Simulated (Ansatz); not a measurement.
# MgO: molecular dynamics (part 5 of 5)

MgO (slab, 24 atoms in the cell); DFT PBEsol, scalar-relativistic, plane waves, PAW, PAW set soft_1, no spin polarisation (Ansatz 0.2.0); cutoff 420 eV, 2×2×1 k-mesh, Fermi–Dirac smearing of 0.02 eV. The structure derives from an entry of the Crystallography Open Database. The input holds or restrains some coordinates. It belongs to a series of runs on one base structure; here: dynamics from the last frame of the run before.

Geometry of the input (Å; fractional positions):
```
5.5013  0.0000  0.0000
2.7506  4.7643  0.0000
0.0000  0.0000  16.6147
Mg 0.0000  0.0000  0.0602
O  0.3333  0.8333  0.1278
Mg 0.0000  0.5000  0.0602
O  0.3333  0.3333  0.1278
Mg 0.5000  0.0000  0.0602
O  0.8333  0.8333  0.1278
Mg 0.5000  0.5000  0.0602
O  0.8333  0.3333  0.1278
Mg 0.7125  0.6477  0.2237
O  1.0234  0.4350  0.2917
Mg 0.6973  0.1562  0.2119
O  1.0090  -0.0232  0.3059
Mg 0.2151  0.6118  0.2372
O  0.5537  0.4976  0.2981
Mg 0.2004  0.1377  0.2025
O  0.5238  0.0196  0.2712
Mg 0.3310  0.1288  0.3644
O  0.4227  0.3244  0.4634
Mg 0.3670  0.9267  0.5197
O  0.6267  0.8158  0.4315
Mg 0.7635  0.3996  0.4016
O  0.0808  0.1770  0.4677
Mg 0.9764  0.7851  0.4114
O  0.2424  0.5979  0.5136
```

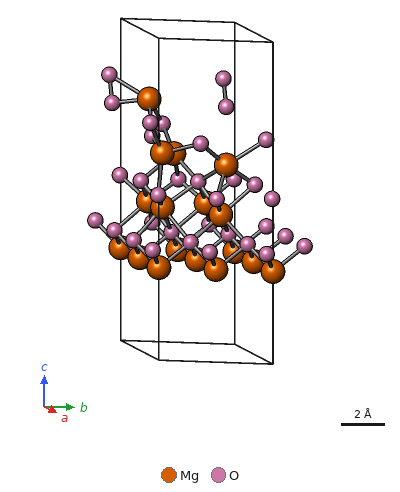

The geometry at step 236 of the log (ball-and-stick view of the cell of the calculation, with the vacuum cut short, seen slightly off an axis; bonded neighbours outside the cell are drawn too).

## Trajectory as extended XYZ, continued
```
24
Lattice="5.5013 0.0000 0.0000 2.7506 4.7643 0.0000 0.0000 0.0000 16.6147" Properties=species:S:1:pos:R:3:forces:R:3 step=203 time_fs=304.5 energy=-29686.25836 temperature=1654.9
Mg    0.0000    0.0000    1.0000   -0.1234  -0.0486  -0.2340
O     4.1260    3.9702    2.1229   -0.1550  -0.2312   0.2897
Mg    1.3753    2.3821    1.0000    0.0804   0.0556  -0.0454
O     2.7506    1.5881    2.1229   -0.0428  -0.0971  -0.0600
Mg    2.7506    0.0000    1.0000    0.0730   0.0550  -0.0198
O     6.8766    3.9702    2.1229    0.3688  -0.1150   0.1590
Mg    4.1260    2.3821    1.0000   -0.0190  -0.0980   0.1043
O     5.5013    1.5881    2.1229    0.0331  -0.2571   0.3213
Mg    5.5815    3.1691    3.5262   -0.7417  -4.0399  -1.9965
O     6.9688    2.4404    4.6566   -0.8334  -1.5552  -0.3935
Mg    4.1821    0.5351    3.6907    0.5354   1.5814  -1.2577
O     5.6148   -0.1549    4.7615    0.3710   0.7456  -0.1160
Mg    2.8617    3.1436    3.6390    0.7033  -1.6076  -0.6874
O     4.2329    2.1210    4.6770   -0.1971   1.2348   1.3994
Mg    1.2645    0.7155    3.5104    1.6628   0.9697   0.3930
O     2.7776   -0.2257    4.5233   -2.3076   3.5779   2.7863
Mg    2.5865    1.3640    5.7711    0.2705   0.1702  -0.3135
O     3.2303    3.0990    8.0148    1.2291  -0.0504   1.1955
Mg    5.0045    5.7309    8.2825    0.5462  -0.1687   0.8608
O     6.2828    4.8085    7.0703   -1.9319   1.2889   1.1995
Mg    5.5019    3.2382    6.2814    0.7500  -0.7832  -1.3137
O     0.8557    1.6253    7.2110    1.9070   1.3803   0.6670
Mg    8.0265    5.1864    6.5392   -1.2641  -2.4398  -1.0025
O     4.0551    3.3704    9.1582   -0.9147   0.4326  -1.9357
24
Lattice="5.5013 0.0000 0.0000 2.7506 4.7643 0.0000 0.0000 0.0000 16.6147" Properties=species:S:1:pos:R:3:forces:R:3 step=211 time_fs=316.5 energy=-29686.30068 temperature=1718.8
Mg    0.0000    0.0000    1.0000   -0.0480  -0.0161  -0.4759
O     4.1260    3.9702    2.1229   -0.2218  -0.2600   0.0114
Mg    1.3753    2.3821    1.0000    0.0248   0.0367  -0.5655
O     2.7506    1.5881    2.1229   -0.0945  -0.2727  -0.2867
Mg    2.7506    0.0000    1.0000    0.0427   0.0395  -0.0414
O     6.8766    3.9702    2.1229    0.2545  -0.3728   0.2673
Mg    4.1260    2.3821    1.0000   -0.0131  -0.1168  -0.3468
O     5.5013    1.5881    2.1229   -0.0243  -0.4777   0.4562
Mg    5.5034    2.9978    3.5049   -0.2549   1.7250  -0.1010
O     7.0344    2.4411    4.6331   -2.9212  -0.3106  -0.1076
Mg    4.2565    0.5335    3.6513   -2.0237   0.8047  -0.3649
O     5.6592   -0.0253    4.7299   -0.2249  -1.6190  -2.0956
Mg    2.7788    3.0350    3.4945    1.8402   1.6113  -0.1114
O     4.1382    2.2088    4.6150    0.7750   0.1353   1.5002
Mg    1.2720    0.8205    3.5156    2.2986  -0.9099   0.0534
O     2.6591   -0.1201    4.5244    0.6726   0.0791   0.6215
Mg    2.6721    1.4866    5.8237   -0.1881  -0.1878  -0.8846
O     3.2669    3.3194    8.0917    0.8581  -0.3045   0.9669
Mg    4.9487    5.6907    8.2002    0.8997  -0.7847   2.3806
O     6.3612    4.9275    7.1543   -2.3482   0.1893   0.1178
Mg    5.5126    3.2868    6.0667    1.2371  -0.2864  -0.1273
O     0.9887    1.6827    7.1232   -0.9042   0.3825  -0.9555
Mg    8.0201    5.1042    6.4048    0.7990   0.2663   2.0972
O     3.8744    3.4363    9.3386   -0.4354   0.6492  -2.0086
24
Lattice="5.5013 0.0000 0.0000 2.7506 4.7643 0.0000 0.0000 0.0000 16.6147" Properties=species:S:1:pos:R:3:forces:R:3 step=219 time_fs=328.5 energy=-29685.61429 temperature=1477.6
Mg    0.0000    0.0000    1.0000    0.0409   0.0565  -0.6890
O     4.1260    3.9702    2.1229    0.1314  -0.3792  -0.1204
Mg    1.3753    2.3821    1.0000   -0.0370  -0.0048  -1.0664
O     2.7506    1.5881    2.1229    0.1925  -0.6252  -0.2291
Mg    2.7506    0.0000    1.0000    0.0021  -0.0076  -0.4189
O     6.8766    3.9702    2.1229   -0.0494  -0.3825   0.1441
Mg    4.1260    2.3821    1.0000    0.0049  -0.1375  -1.0198
O     5.5013    1.5881    2.1229   -0.0839  -1.1126  -0.2739
Mg    5.4360    2.8825    3.4341   -0.1207   3.7882   0.7254
O     6.9019    2.3894    4.5660   -0.6205   1.9903  -0.1151
Mg    4.2322    0.5644    3.6098   -2.2560   0.6250  -0.0277
O     5.6666   -0.0331    4.5442   -1.5256  -1.2297   0.6688
Mg    2.7827    3.0361    3.3561    0.1737   2.2961   1.9802
O     4.0533    2.3415    4.6580    1.6295  -0.7352   0.5098
Mg    1.4120    0.8816    3.5165   -0.5090  -1.7577  -1.5123
O     2.5341    0.0197    4.5976    3.6863  -1.8431   0.6098
Mg    2.7557    1.5922    5.8242   -1.5003  -0.3401  -0.2393
O     3.3922    3.5592    8.1654   -0.2901  -0.0162  -2.6345
Mg    4.9185    5.6233    8.2333   -0.9063  -0.3895   1.6793
O     6.2844    5.0408    7.2077    0.7650  -0.6120  -1.2369
Mg    5.5850    3.3342    5.8794    0.8018  -0.5756   0.8672
O     1.0841    1.7277    7.0230   -1.0715   0.0264  -0.0435
Mg    8.0377    5.0150    6.3796    0.8174   0.8072   0.8143
O     3.6777    3.5528    9.4173    0.7248   0.5587   1.6278
24
Lattice="5.5013 0.0000 0.0000 2.7506 4.7643 0.0000 0.0000 0.0000 16.6147" Properties=species:S:1:pos:R:3:forces:R:3 step=228 time_fs=342.0 energy=-29685.75737 temperature=1354.1
Mg    0.0000    0.0000    1.0000   -0.0246   0.1863  -0.6489
O     4.1260    3.9702    2.1229    0.4935  -0.0370  -0.3365
Mg    1.3753    2.3821    1.0000   -0.0187   0.0045  -0.9730
O     2.7506    1.5881    2.1229    0.6592   0.0502   0.2600
Mg    2.7506    0.0000    1.0000    0.0749  -0.0042  -0.8293
O     6.8766    3.9702    2.1229   -0.4791  -0.0647  -0.3916
Mg    4.1260    2.3821    1.0000   -0.0562  -0.2253  -1.1289
O     5.5013    1.5881    2.1229   -0.1717  -0.8884  -0.8393
Mg    5.3776    2.9751    3.3621   -0.0236   2.0998   0.5276
O     6.7359    2.4307    4.4714    2.6375   0.0009  -0.3415
Mg    4.0721    0.6135    3.6222    0.5869   1.2074  -0.0787
O     5.5492   -0.1221    4.4018    0.2477   2.1791   2.7100
Mg    2.7948    3.2169    3.3578   -0.7128  -1.6006   0.9712
O     4.0979    2.4262    4.7302    0.1071  -0.8364  -0.5956
Mg    1.5420    0.8807    3.4596   -2.8992  -1.5692   0.6986
O     2.6428    0.0132    4.7012    0.1837   1.0350  -2.0691
Mg    2.7248    1.6924    5.8333   -1.1711  -0.7716   0.4923
O     3.5597    3.8214    8.1254    0.1085   0.1176   1.4497
Mg    4.7779    5.5639    8.3714    0.0310  -0.8003  -0.8061
O     6.2519    5.0873    7.1131    0.1211  -0.2020   0.4477
Mg    5.6975    3.3503    5.7418   -0.0154  -1.4936   3.6296
O     1.0331    1.7488    6.9893   -0.0594  -0.0422   0.3422
Mg    8.1095    4.9545    6.4412    0.0915   1.1073  -0.0780
O     3.5206    3.7514    9.5490    0.2893   0.5472  -2.4120
24
Lattice="5.5013 0.0000 0.0000 2.7506 4.7643 0.0000 0.0000 0.0000 16.6147" Properties=species:S:1:pos:R:3:forces:R:3 step=236 time_fs=354.0 energy=-29685.87485 temperature=1385.9
Mg    0.0000    0.0000    1.0000   -0.0972   0.1907  -0.7020
O     4.1260    3.9702    2.1229   -0.1471   0.3621  -0.1954
Mg    1.3753    2.3821    1.0000    0.0458  -0.0138  -0.7739
O     2.7506    1.5881    2.1229    0.5033   0.0923   0.2677
Mg    2.7506    0.0000    1.0000    0.1152   0.1217  -1.0213
O     6.8766    3.9702    2.1229   -0.4350   0.3220  -0.3623
Mg    4.1260    2.3821    1.0000   -0.1176  -0.2699  -0.9795
O     5.5013    1.5881    2.1229   -0.3362  -0.2204  -0.3841
Mg    5.3631    3.1549    3.3294    1.2240  -0.3292   1.5952
O     6.8143    2.4391    4.3834    1.2421   0.5097   0.6797
Mg    3.9789    0.7077    3.5970    3.1445   1.7008  -0.4945
O     5.4921   -0.0387    4.4984    0.5357   2.0317   1.8335
Mg    2.7672    3.3173    3.4387   -0.3237  -2.4345   0.2019
O     4.1704    2.4407    4.7650   -0.6974  -0.0574  -0.5025
Mg    1.4778    0.8636    3.4533   -2.1682  -1.0629   0.9327
O     2.7672    0.0446    4.7038   -2.4701  -0.6127  -1.2370
Mg    2.6275    1.7533    5.8904    0.4609  -1.2539  -0.5630
O     3.7208    3.9993    8.1938   -1.2401  -2.0327  -2.0934
Mg    4.6535    5.5268    8.4530    1.8508   1.3693  -0.8251
O     6.2722    5.1138    6.9813   -0.3479  -0.3344   1.9237
Mg    5.8334    3.2634    5.8020   -1.0489   0.2593   1.7425
O     0.9613    1.7627    7.0312    0.7194   0.2796   0.4701
Mg    8.1570    4.9699    6.4964   -0.5250   0.9561  -0.4457
O     3.4729    3.9449    9.5126    0.1130   0.4267   0.9326
24
Lattice="5.5013 0.0000 0.0000 2.7506 4.7643 0.0000 0.0000 0.0000 16.6147" Properties=species:S:1:pos:R:3:forces:R:3 step=244 time_fs=366.0 energy=-29686.30739 temperature=1532.0
Mg    0.0000    0.0000    1.0000   -0.0914   0.0449  -0.7242
O     4.1260    3.9702    2.1229   -0.5797   0.2775   0.2172
Mg    1.3753    2.3821    1.0000    0.1092  -0.0277  -0.5384
O     2.7506    1.5881    2.1229    0.2378   0.1046  -0.1891
Mg    2.7506    0.0000    1.0000    0.0608   0.1987  -0.7478
O     6.8766    3.9702    2.1229    0.1138   0.6187  -0.2154
Mg    4.1260    2.3821    1.0000   -0.1109  -0.1257  -0.7479
O     5.5013    1.5881    2.1229   -0.5104   0.1197   0.2382
Mg    5.4408    3.2922    3.3668    0.6714  -0.9052   1.5457
O     6.9801    2.4580    4.3284   -2.8654   0.1741   3.3419
Mg    4.0674    0.8775    3.5454    0.3753   0.1231   0.8435
O     5.5038    0.1989    4.7213   -0.3372  -1.4179  -1.8520
Mg    2.7424    3.3119    3.5370    2.2126   1.1513  -0.4164
O     4.1369    2.4492    4.8001    0.3032   0.7702  -0.3886
Mg    1.2908    0.8467    3.4937    0.8381  -0.4189   0.0843
O     2.7125    0.0602    4.5932   -0.3671  -0.6048  -0.4492
Mg    2.5508    1.7504    5.9482    1.9056  -1.9959  -1.1438
O     3.8017    3.9980    8.1188   -1.4883  -1.9261  -0.1387
Mg    4.6315    5.5844    8.4837    1.8755   0.6028   0.0050
O     6.3179    5.1321    7.0304   -1.1201  -0.3231   1.2310
Mg    5.9182    3.1978    5.9466   -1.8887   1.8047  -0.2157
O     0.9708    1.7755    7.1274    0.6112   0.8208  -0.1053
Mg    8.1606    5.0330    6.5442   -0.5046   0.5624   1.3343
O     3.4712    4.1755    9.4896    0.5493   0.3722  -0.9685
24
Lattice="5.5013 0.0000 0.0000 2.7506 4.7643 0.0000 0.0000 0.0000 16.6147" Properties=species:S:1:pos:R:3:forces:R:3 step=252 time_fs=378.0 energy=-29686.45889 temperature=1500.4
Mg    0.0000    0.0000    1.0000   -0.0978  -0.0493  -0.4833
O     4.1260    3.9702    2.1229   -0.4937   0.0616   0.2314
Mg    1.3753    2.3821    1.0000    0.1307  -0.0193  -0.0967
O     2.7506    1.5881    2.1229    0.1991   0.3894  -0.4638
Mg    2.7506    0.0000    1.0000    0.0227   0.1897  -0.1227
O     6.8766    3.9702    2.1229    0.6009   0.4929  -0.4004
Mg    4.1260    2.3821    1.0000   -0.0683   0.0034  -0.3985
O     5.5013    1.5881    2.1229   -0.3883   0.3671   0.3970
Mg    5.5430    3.3755    3.4598    0.2692  -2.1015  -0.5947
O     6.9599    2.5219    4.5042   -1.2140   0.1187   0.7735
Mg    4.1835    1.0568    3.5785   -2.2292  -1.6855   0.5527
O     5.4835    0.3199    4.8072   -1.2808  -2.1557  -0.7461
Mg    2.8363    3.3548    3.6171   -0.6397  -0.0469   0.2085
O     4.1136    2.5108    4.8067    0.7498   0.7848   0.4048
Mg    1.1380    0.8197    3.5396    3.6248   1.9193  -0.7078
O     2.6109    0.0705    4.4141    1.2729   2.0304   2.1848
Mg    2.5772    1.6529    5.9297    1.0501  -1.1889  -0.7505
O     3.7942    3.8459    8.0259   -1.0268   0.8986   1.7897
Mg    4.7137    5.6677    8.5011    1.5056  -1.0827  -0.0632
O     6.2968    5.1408    7.1637   -0.9464  -0.1891   0.1584
Mg    5.8900    3.2338    6.0747   -1.3006   1.6490  -0.0722
O     1.0266    1.8519    7.2399    0.0737   0.5636  -0.9135
Mg    8.1599    5.1268    6.6553   -0.5152   0.0088   1.3544
O     3.4717    4.4190    9.4005    0.7012  -0.9583  -2.2416
24
Lattice="5.5013 0.0000 0.0000 2.7506 4.7643 0.0000 0.0000 0.0000 16.6147" Properties=species:S:1:pos:R:3:forces:R:3 step=260 time_fs=390.0 energy=-29686.99270 temperature=1689.8
Mg    0.0000    0.0000    1.0000   -0.1127  -0.1173  -0.2565
O     4.1260    3.9702    2.1229   -0.2910   0.0060   0.4755
Mg    1.3753    2.3821    1.0000    0.1588   0.0599  -0.1082
O     2.7506    1.5881    2.1229    0.0702   0.6272  -0.2408
Mg    2.7506    0.0000    1.0000    0.0193   0.1129   0.0476
O     6.8766    3.9702    2.1229    0.5888   0.2401  -0.2982
Mg    4.1260    2.3821    1.0000   -0.0736   0.0695  -0.2628
O     5.5013    1.5881    2.1229   -0.4099   0.5443   0.6522
Mg    5.6223    3.3553    3.5155   -0.8873   0.4062  -0.3398
O     6.8207    2.6052    4.7299    1.3901  -0.6911  -1.1702
Mg    4.1555    1.1350    3.6288   -1.3949  -1.7729  -0.2306
O     5.3537    0.2508    4.8012    0.3318  -0.6141   0.0533
Mg    2.9015    3.3915    3.7059   -2.5620   0.2369  -0.0252
O     4.1092    2.6298    4.8496    1.0882  -0.4661   0.7429
Mg    1.1601    0.8871    3.5259    1.2578   1.3739   0.0406
O     2.5777    0.2175    4.3875    1.9264  -0.4186   1.7982
Mg    2.6928    1.5162    5.8326   -0.6067   0.7246   0.6770
O     3.7007    3.7544    8.1038   -0.0434  -1.0719  -2.0762
Mg    4.8688    5.6992    8.5376    0.7767   0.6995  -0.9455
O     6.2416    5.1099    7.3260    0.0419   0.0008  -0.8650
Mg    5.7900    3.3558    6.1811   -0.5750   0.7267   0.2189
O     1.0735    1.9744    7.2673    0.3244  -1.1348   0.2980
Mg    8.1465    5.2001    6.8419   -0.3574  -0.1312  -0.3906
O     3.4913    4.5492    9.1544   -0.6605   0.5896   2.2054
```

## Results in brief

| quantity | value |
| --- | --- |
| outcome | finished |
| mean temperature over the second half | 1502 K |
| trajectory | 260 steps, 390 fs |
| ensemble | nvt_langevin |
| temperature in the input | 1350.0 K |
| time step | 1.5 fs |
| electrons treated | 192 |
| potential energy (free energy of the electrons) (last step) | −29686.9927 eV |
| Fermi energy (last step) | 2.481 eV |
| largest force (length of the vector) (last step), held atoms and coordinates included | 2.668 eV/Å |
| wall time | 25 min (CPU time 48 min) |
| peak memory | 1.1 GiB |

## Notes

The program warns: the PAW datasets were made with another functional. The k-point mesh is coarse for a cell of this size, so the results may not be converged. So short a trajectory is not equilibrated.
